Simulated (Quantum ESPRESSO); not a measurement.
# Run report: As, band-structure run (part 1 of 2)

As (R-3m, 2 atoms in the cell), computed with Kohn-Sham DFT of a periodic cell, LDA, SG15 PBE 1.2, no spin polarisation (Quantum ESPRESSO 7.5).

The structure derives from an entry of the Crystallography Open Database.

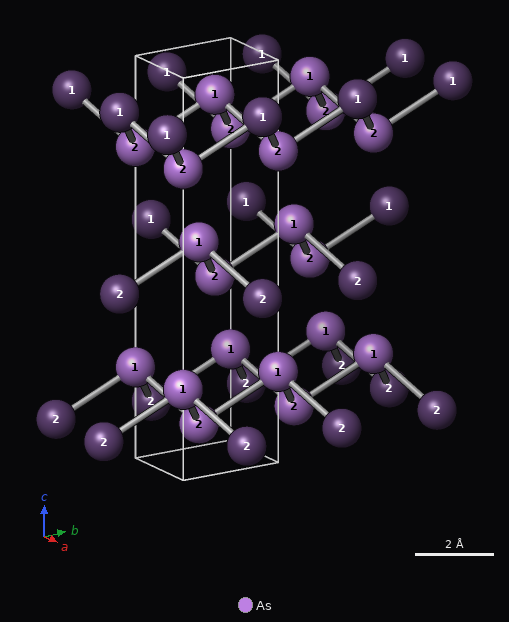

**Figure 1.** The input geometry (ball-and-stick view of the cell 3 times as large as that of the calculation, set on its symmetry axes, repeated 1 × 2 × 1, seen slightly off an axis; neighbours outside the cell are drawn fainter; atoms are numbered from 1 in the order of the input). An atom can appear more than once, as a periodic image. Near neighbours in the periodic cell (some may lie outside the picture): As has 3 As at 2.51 Å.

Input file:
```
&CONTROL
  calculation = 'scf'
  prefix = 'pwscf'
  outdir = './tmp'
  pseudo_dir = './pseudo'
  tprnfor = .true.
  tstress = .true.
  disk_io = 'low'
/
&SYSTEM
  ibrav = 0
  celldm(1) = 8
  nat = 2
  ntyp = 1
  ecutwfc = 70
  nbnd = 10
  input_dft = 'pz'
  occupations = 'smearing'
  smearing = 'fd'
  degauss = 0.00367493
/
&ELECTRONS
  conv_thr = 4d-10
  electron_maxstep = 120
  mixing_beta = 0.5
/
ATOMIC_SPECIES
As    74.9216 As_ONCV_PBE-1.2.upf
CELL_PARAMETERS alat
  0.4442738793236   0.2565016438083   0.8300768443201
 -0.4442738793236   0.2565016438083   0.8300768443201
  0.0000000000000  -0.5130032876402   0.8300768443201
ATOMIC_POSITIONS crystal
As     0.2260000000    0.2260000000    0.2260000000
As     0.7740000000    0.7740000000    0.7740000000
K_POINTS automatic
9 9 9 0 0 0
```

File pp_density.in:
```
&INPUTPP
  prefix = 'pwscf'
  outdir = './tmp'
  filplot = 'density.dat'
  plot_num = 0
/
&PLOT
  nfile = 1
  filepp(1) = 'density.dat'
  iflag = 3
  output_format = 6
  fileout = 'density.cube'
/
```

File pp_potential.in:
```
&INPUTPP
  prefix = 'pwscf'
  outdir = './tmp'
  filplot = 'potential.dat'
  plot_num = 11
/
&PLOT
  nfile = 1
  filepp(1) = 'potential.dat'
  iflag = 3
  output_format = 6
  fileout = 'potential.cube'
/
```

File pp_elf.in:
```
&INPUTPP
  prefix = 'pwscf'
  outdir = './tmp'
  filplot = 'elf.dat'
  plot_num = 8
/
&PLOT
  nfile = 1
  filepp(1) = 'elf.dat'
  iflag = 3
  output_format = 6
  fileout = 'elf.cube'
/
```

File bands.in:
```
&CONTROL
  calculation = 'bands'
  prefix = 'pwscf'
  outdir = './tmp'
  pseudo_dir = './pseudo'
  disk_io = 'low'
  verbosity = 'high'
/
&SYSTEM
  ibrav = 0
  celldm(1) = 8
  nat = 2
  ntyp = 1
  ecutwfc = 70
  nbnd = 10
  input_dft = 'pz'
  occupations = 'smearing'
  smearing = 'fd'
  degauss = 0.00367493
/
&ELECTRONS
  conv_thr = 1d-08
  electron_maxstep = 120
  mixing_beta = 0.5
  diago_full_acc = .true.
  startingwfc = 'random'
/
ATOMIC_SPECIES
As    74.9216 As_ONCV_PBE-1.2.upf
CELL_PARAMETERS alat
  0.4442738793236   0.2565016438083   0.8300768443201
 -0.4442738793236   0.2565016438083   0.8300768443201
  0.0000000000000  -0.5130032876402   0.8300768443201
ATOMIC_POSITIONS crystal
As     0.2260000000    0.2260000000    0.2260000000
As     0.7740000000    0.7740000000    0.7740000000
K_POINTS crystal
60
 0.0000000000  0.0000000000  0.0000000000 1
 0.0625000000  0.0000000000  0.0000000000 1
 0.1250000000  0.0000000000  0.0000000000 1
 0.1875000000  0.0000000000  0.0000000000 1
 0.2500000000  0.0000000000  0.0000000000 1
 0.3125000000  0.0000000000  0.0000000000 1
 0.3750000000  0.0000000000  0.0000000000 1
 0.4375000000  0.0000000000  0.0000000000 1
 0.5000000000  0.0000000000  0.0000000000 1
 0.5000000000  0.0383874312 -0.0383874312 1
 0.5000000000  0.0767748624 -0.0767748624 1
 0.5000000000  0.1151622936 -0.1151622936 1
 0.5000000000  0.1535497248 -0.1535497248 1
 0.5000000000  0.1919371561 -0.1919371561 1
 0.5000000000  0.2303245873 -0.2303245873 1
 0.7696754127  0.5000000000  0.2303245873 1
 0.7311503538  0.5000000000  0.2688496462 1
 0.6926252948  0.5000000000  0.3073747052 1
 0.6541002358  0.5000000000  0.3458997642 1
 0.6155751769  0.5000000000  0.3844248231 1
 0.5770501179  0.5000000000  0.4229498821 1
 0.5385250590  0.5000000000  0.4614749410 1
 0.5000000000  0.5000000000  0.5000000000 1
 0.4285714286  0.4285714286  0.4285714286 1
 0.3571428571  0.3571428571  0.3571428571 1
 0.2857142857  0.2857142857  0.2857142857 1
 0.2142857143  0.2142857143  0.2142857143 1
 0.1428571429  0.1428571429  0.1428571429 1
 0.0714285714  0.0714285714  0.0714285714 1
 0.0000000000  0.0000000000  0.0000000000 1
 0.0365162294  0.0000000000 -0.0365162294 1
 0.0730324587  0.0000000000 -0.0730324587 1
 0.1095486881  0.0000000000 -0.1095486881 1
 0.1460649175  0.0000000000 -0.1460649175 1
 0.1825811468  0.0000000000 -0.1825811468 1
 0.2190973762  0.0000000000 -0.2190973762 1
 0.2556136055  0.0000000000 -0.2556136055 1
 0.2921298349  0.0000000000 -0.2921298349 1
 0.3286460643  0.0000000000 -0.3286460643 1
 0.3651622936  0.0000000000 -0.3651622936 1
 0.6348377064  0.3651622936  0.0000000000 1
 0.5898918042  0.4101081958  0.0000000000 1
 0.5449459021  0.4550540979  0.0000000000 1
 0.5000000000  0.5000000000  0.0000000000 1
 0.5674188532  0.5674188532  0.1151622936 1
 0.6348377064  0.6348377064  0.2303245873 1
 0.6155751769  0.6155751769  0.2688496462 1
 0.5963126474  0.5963126474  0.3073747052 1
 0.5770501179  0.5770501179  0.3458997642 1
 0.5577875884  0.5577875884  0.3844248231 1
 0.5385250590  0.5385250590  0.4229498821 1
 0.5192625295  0.5192625295  0.4614749410 1
 0.5000000000  0.5000000000  0.5000000000 1
 0.5000000000  0.0000000000  0.0000000000 1
 0.5449459021  0.0608603823  0.0608603823 1
 0.5898918042  0.1217207645  0.1217207645 1
 0.6348377064  0.1825811468  0.1825811468 1
 0.6797836085  0.2434415291  0.2434415291 1
 0.7247295106  0.3043019114  0.3043019114 1
 0.7696754127  0.3651622936  0.3651622936 1
```

Run as:
```bash
OMP_NUM_THREADS=1 pw.x -in pw.in > pw.out
OMP_NUM_THREADS=1 pp.x -in pp_density.in > pp_density.out
OMP_NUM_THREADS=1 pp.x -in pp_potential.in > pp_potential.out
OMP_NUM_THREADS=1 pp.x -in pp_elf.in > pp_elf.out
OMP_NUM_THREADS=1 pw.x -in bands.in > bands.out
```

What the program printed:
```
This program is part of the open-source Quantum ESPRESSO suite
     for quantum simulation of materials; please cite
         "P. Giannozzi et al., J. Phys.:Condens. Matter 21 395502 (2009);
         "P. Giannozzi et al., J. Phys.:Condens. Matter 29 465901 (2017);
         "P. Giannozzi et al., J. Chem. Phys. 152 154105 (2020);
          URL
     in publications or presentations arising from this work. More details at

     IMPORTANT: XC functional enforced from input :
     Exchange-correlation= PZ
                           (   1   1   0   0   0   0   0)
     Any further DFT definition will be discarded
     Please, verify this is what you really want

     Message from routine setup:
     using ibrav=0 with symmetry is DISCOURAGED, use correct ibrav instead

     G-vector sticks info
     --------------------
     sticks:   dense  smooth     PW     G-vecs:    dense   smooth      PW
     Sum        1087    1087    343                22937    22937    3961

     Using Slab Decomposition

     bravais-lattice index     =            0
     lattice parameter (alat)  =       8.0000  a.u.
     unit-cell volume          =     290.5899 (a.u.)^3
     number of atoms/cell      =            2
     number of atomic types    =            1
     number of electrons       =        10.00
     number of Kohn-Sham states=           10
     kinetic-energy cutoff     =      70.0000  Ry
     charge density cutoff     =     280.0000  Ry
     scf convergence threshold =      4.0E-10
     mixing beta               =       0.5000
     number of iterations used =            8  plain     mixing
     Exchange-correlation= PZ
                           (   1   1   0   0   0   0   0)

     celldm(1)=   8.000000  celldm(2)=   0.000000  celldm(3)=   0.000000
     celldm(4)=   0.000000  celldm(5)=   0.000000  celldm(6)=   0.000000

     crystal axes: (cart. coord. in units of alat)
               a(1) = (   0.444274   0.256502   0.830077 )
               a(2) = (  -0.444274   0.256502   0.830077 )
               a(3) = (   0.000000  -0.513003   0.830077 )

     reciprocal axes: (cart. coord. in units 2 pi/alat)
               b(1) = (  1.125432  0.649768  0.401569 )
               b(2) = ( -1.125432  0.649768  0.401569 )
               b(3) = (  0.000000 -1.299537  0.401569 )

     PseudoPot. # 1 for As read from file:
     As_ONCV_PBE-1.2.upf
     Pseudo is Norm-conserving, Zval =  5.0
     Generated using ONCVPSP code by D. R. Hamann
     Using radial grid of  602 points,  6 beta functions with:
                l(1) =   0
                l(2) =   0
                l(3) =   1
                l(4) =   1
                l(5) =   2
                l(6) =   2

     atomic species   valence    mass     pseudopotential
     As                5.00    74.92160     As( 1.00)

     12 Sym. Ops., with inversion, found

   Cartesian axes

     site n.     atom                  positions (alat units)
         1        As     tau(   1) = (  -0.0000000  -0.0000000   0.5627921  )
         2        As     tau(   2) = (  -0.0000000  -0.0000000   1.9274384  )

     number of k points=    85  Fermi-Dirac smearing, width (Ry)=  0.0037
                       cart. coord. in units 2pi/alat
        k(    1) = (   0.0000000   0.0000000   0.0000000), wk =   0.0027435
        k(    2) = (   0.0000000  -0.1443930   0.0446188), wk =   0.0164609
        k(    3) = (   0.0000000  -0.2887860   0.0892376), wk =   0.0164609
        k(    4) = (   0.0000000  -0.4331789   0.1338564), wk =   0.0164609
        k(    5) = (   0.0000000  -0.5775719   0.1784752), wk =   0.0164609
        k(    6) = (  -0.1250480  -0.0721965   0.0892376), wk =   0.0164609
        k(    7) = (  -0.1250480  -0.2165895   0.1338564), wk =   0.0329218
        k(    8) = (  -0.1250480  -0.3609825   0.1784752), wk =   0.0329218
        k(    9) = (  -0.1250480  -0.5053754   0.2230940), wk =   0.0329218
        k(   10) = (  -0.1250480   0.6497684  -0.1338564), wk =   0.0329218
        k(   11) = (  -0.1250480   0.5053754  -0.0892376), wk =   0.0329218
        k(   12) = (  -0.1250480   0.3609825  -0.0446188), wk =   0.0329218
        k(   13) = (  -0.1250480   0.2165895   0.0000000), wk =   0.0164609
        k(   14) = (  -0.2500960  -0.1443930   0.1784752), wk =   0.0164609
        k(   15) = (  -0.2500960  -0.2887860   0.2230940), wk =   0.0329218
        k(   16) = (  -0.2500960  -0.4331789   0.2677128), wk =   0.0329218
        k(   17) = (  -0.2500960   0.7219649  -0.0892376), wk =   0.0329218
        k(   18) = (  -0.2500960   0.5775719  -0.0446188), wk =   0.0329218
        k(   19) = (  -0.2500960   0.4331789   0.0000000), wk =   0.0164609
        k(   20) = (  -0.3751440  -0.2165895   0.2677128), wk =   0.0164609
        k(   21) = (  -0.3751440  -0.3609825   0.3123316), wk =   0.0329218
        k(   22) = (  -0.3751440   0.7941614  -0.0446188), wk =   0.0329218
        k(   23) = (  -0.3751440   0.6497684   0.0000000), wk =   0.0164609
        k(   24) = (  -0.5001920  -0.2887860   0.3569504), wk =   0.0164609
        k(   25) = (  -0.5001920   0.8663579   0.0000000), wk =   0.0164609
        k(   26) = (   0.0000000  -0.0000000   0.1338564), wk =   0.0054870
        k(   27) = (   0.0000000  -0.1443930   0.1784752), wk =   0.0164609
        k(   28) = (   0.0000000  -0.2887860   0.2230940), wk =   0.0164609
        k(   29) = (   0.0000000  -0.4331789   0.2677128), wk =   0.0164609
        k(   30) = (   0.0000000   0.7219649  -0.0892376), wk =   0.0164609
        k(   31) = (   0.0000000   0.5775719  -0.0446188), wk =   0.0164609
        k(   32) = (   0.0000000   0.4331789   0.0000000), wk =   0.0164609
        k(   33) = (   0.0000000   0.2887860   0.0446188), wk =   0.0164609
        k(   34) = (  -0.1250480  -0.0721965   0.2230940), wk =   0.0164609
        k(   35) = (  -0.1250480  -0.2165895   0.2677128), wk =   0.0329218
        k(   36) = (  -0.1250480  -0.3609825   0.3123316), wk =   0.0329218
        k(   37) = (  -0.1250480   0.7941614  -0.0446188), wk =   0.0329218
        k(   38) = (  -0.1250480   0.6497684   0.0000000), wk =   0.0329218
        k(   39) = (  -0.1250480   0.5053754   0.0446188), wk =   0.0329218
        k(   40) = (  -0.1250480   0.3609825   0.0892376), wk =   0.0329218
        k(   41) = (  -0.2500960  -0.1443930   0.3123316), wk =   0.0164609
        k(   42) = (  -0.2500960  -0.2887860   0.3569504), wk =   0.0329218
        k(   43) = (  -0.2500960   0.8663579   0.0000000), wk =   0.0329218
        k(   44) = (  -0.2500960   0.7219649   0.0446188), wk =   0.0329218
        k(   45) = (  -0.2500960   0.5775719   0.0892376), wk =   0.0329218
        k(   46) = (  -0.2500960   0.4331789   0.1338564), wk =   0.0329218
        k(   47) = (  -0.3751440  -0.2165895   0.4015692), wk =   0.0164609
        k(   48) = (  -0.3751440   0.9385544   0.0446188), wk =   0.0329218
        k(   49) = (  -0.3751440   0.7941614   0.0892376), wk =   0.0329218
        k(   50) = (  -0.3751440   0.6497684   0.1338564), wk =   0.0329218
        k(   51) = (  -0.3751440   0.5053754   0.1784752), wk =   0.0329218
        k(   52) = (   0.6252399   0.3609825  -0.3123316), wk =   0.0164609
        k(   53) = (   0.6252399   0.2165895  -0.2677128), wk =   0.0329218
        k(   54) = (   0.6252399   0.0721965  -0.2230940), wk =   0.0329218
        k(   55) = (   0.5001920   0.2887860  -0.2230940), wk =   0.0164609
        k(   56) = (   0.5001920   0.1443930  -0.1784752), wk =   0.0329218
        k(   57) = (   0.3751440   0.2165895  -0.1338564), wk =   0.0164609
        k(   58) = (   0.0000000  -0.0000000   0.2677128), wk =   0.0054870
        k(   59) = (   0.0000000  -0.1443930   0.3123316), wk =   0.0164609
        k(   60) = (   0.0000000  -0.2887860   0.3569504), wk =   0.0164609
        k(   61) = (   0.0000000   0.8663579   0.0000000), wk =   0.0164609
        k(   62) = (   0.0000000   0.7219649   0.0446188), wk =   0.0164609
        k(   63) = (   0.0000000   0.5775719   0.0892376), wk =   0.0164609
        k(   64) = (  -0.1250480  -0.0721965   0.3569504), wk =   0.0164609
        k(   65) = (  -0.1250480  -0.2165895   0.4015692), wk =   0.0329218
        k(   66) = (  -0.1250480   0.9385544   0.0446188), wk =   0.0329218
        k(   67) = (  -0.1250480   0.7941614   0.0892376), wk =   0.0329218
        k(   68) = (  -0.1250480   0.6497684   0.1338564), wk =   0.0329218
        k(   69) = (  -0.2500960  -0.1443930   0.4461881), wk =   0.0164609
        k(   70) = (  -0.2500960   1.0107509   0.0892376), wk =   0.0329218
        k(   71) = (  -0.2500960   0.8663579   0.1338564), wk =   0.0329218
        k(   72) = (  -0.2500960   0.7219649   0.1784752), wk =   0.0329218
        k(   73) = (   0.7502879   0.4331789  -0.2677128), wk =   0.0164609
        k(   74) = (   0.7502879   0.2887860  -0.2230940), wk =   0.0329218
        k(   75) = (   0.6252399   0.3609825  -0.1784752), wk =   0.0164609
        k(   76) = (  -0.0000000   0.0000000   0.4015692), wk =   0.0054870
        k(   77) = (  -0.0000000  -0.1443930   0.4461881), wk =   0.0164609
        k(   78) = (  -0.0000000   1.0107509   0.0892376), wk =   0.0164609
        k(   79) = (  -0.0000000   0.8663579   0.1338564), wk =   0.0164609
        k(   80) = (  -0.1250480  -0.0721965   0.4908069), wk =   0.0164609
        k(   81) = (  -0.1250480   1.0829474   0.1338564), wk =   0.0329218
        k(   82) = (  -0.1250480   0.9385544   0.1784752), wk =   0.0329218
        k(   83) = (   0.8753359   0.5053754  -0.2230940), wk =   0.0164609
        k(   84) = (   0.0000000  -0.0000000   0.5354257), wk =   0.0054870
        k(   85) = (   0.0000000   1.1551438   0.1784752), wk =   0.0164609

     Dense  grid:    22937 G-vectors     FFT dimensions: (  45,  45,  45)

     Initial potential from superposition of free atoms

     starting charge       9.9361, renormalised to      10.0000
     Starting wfcs are random

     Self-consistent Calculation

     iteration #  1     ecut=    70.00 Ry     beta= 0.50
     Davidson diagonalization with overlap
     ethr =  1.00E-02,  avg # of iterations =  7.5

     Threshold (ethr) on eigenvalues was too large:
     Diagonalizing with lowered threshold

     Davidson diagonalization with overlap
     ethr =  1.03E-04,  avg # of iterations =  4.1

     total energy              =     -25.34011908 Ry
     estimated scf accuracy    <       0.01034858 Ry

     iteration #  2     ecut=    70.00 Ry     beta= 0.50
     Davidson diagonalization with overlap
     ethr =  1.03E-04,  avg # of iterations =  1.0

     total energy              =     -25.33976196 Ry
     estimated scf accuracy    <       0.00227609 Ry

     iteration #  3     ecut=    70.00 Ry     beta= 0.50
     Davidson diagonalization with overlap
     ethr =  2.28E-05,  avg # of iterations =  1.5

     total energy              =     -25.33979441 Ry
     estimated scf accuracy    <       0.00000434 Ry

     iteration #  4     ecut=    70.00 Ry     beta= 0.50
     Davidson diagonalization with overlap
     ethr =  4.34E-08,  avg # of iterations =  4.0

     total energy              =     -25.33979546 Ry
     estimated scf accuracy    <       0.00000030 Ry

     iteration #  5     ecut=    70.00 Ry     beta= 0.50
     Davidson diagonalization with overlap
     ethr =  3.02E-09,  avg # of iterations =  1.2

     total energy              =     -25.33979549 Ry
     estimated scf accuracy    <          6.3E-09 Ry

     iteration #  6     ecut=    70.00 Ry     beta= 0.50
     Davidson diagonalization with overlap
     ethr =  6.30E-11,  avg # of iterations =  1.9

     total energy              =     -25.33979549 Ry
     estimated scf accuracy    <          5.0E-10 Ry

     iteration #  7     ecut=    70.00 Ry     beta= 0.50
     Davidson diagonalization with overlap
     ethr =  4.98E-12,  avg # of iterations =  1.2

     End of self-consistent calculation

          k = 0.0000 0.0000 0.0000 (  2909 PWs)   bands (ev):

    -7.5193   1.7805   5.0691   5.5581   5.5581   9.1243  10.4677  10.4677
    14.3466  14.3466

          k = 0.0000-0.1444 0.0446 (  2893 PWs)   bands (ev):

    -7.3532   1.2094   5.0759   5.4281   5.5168   9.4152  10.1607  10.3534
    13.3640  14.1170

          k = 0.0000-0.2888 0.0892 (  2889 PWs)   bands (ev):

    -6.8602  -0.1461   4.8056   5.1431   5.9296   8.9219   9.7013   9.8932
    13.3107  13.9416

          k = 0.0000-0.4332 0.1339 (  2883 PWs)   bands (ev):

    -6.0618  -1.7504   4.7030   4.8743   6.4222   8.0878   8.7341   9.3311
    14.1856  15.3781

          k = 0.0000-0.5776 0.1785 (  2857 PWs)   bands (ev):

    -5.0667  -3.2046   4.7220   4.7413   6.9160   7.4330   7.9794   8.9886
    15.5728  17.3488

          k =-0.1250-0.0722 0.0892 (  2888 PWs)   bands (ev):

    -7.3180   1.0873   4.7069   5.1920   6.1900   9.2656   9.6772  10.8341
    13.3675  14.4064

          k =-0.1250-0.2166 0.1339 (  2890 PWs)   bands (ev):

    -6.9553   0.1876   4.2340   4.8010   6.5819   8.7149  10.0075  10.7214
    12.7520  14.5262

          k =-0.1250-0.3610 0.1785 (  2879 PWs)   bands (ev):

    -6.2792  -1.1864   4.0078   4.3396   6.4960   8.5618   9.9071  10.1214
    13.0239  15.3511

          k =-0.1250-0.5054 0.2231 (  2870 PWs)   bands (ev):

    -5.3402  -2.6588   3.8451   4.2387   6.2882   8.4805   8.9176   9.9948
    14.7435  16.5323

          k =-0.1250 0.6498-0.1339 (  2874 PWs)   bands (ev):

    -4.6717  -3.4950   3.6460   4.6115   6.2307   8.2054   8.3091  10.1397
    15.5489  17.1088

          k =-0.1250 0.5054-0.0892 (  2883 PWs)   bands (ev):

    -5.5537  -2.3597   3.6796   5.0549   6.2342   7.9717   8.3773  10.4225
    14.1100  15.6734

          k =-0.1250 0.3610-0.0446 (  2883 PWs)   bands (ev):

    -6.4476  -0.8655   4.0032   5.3511   5.9942   8.3663   8.9553  10.6088
    12.9605  14.6580

          k =-0.1250 0.2166 0.0000 (  2885 PWs)   bands (ev):
```
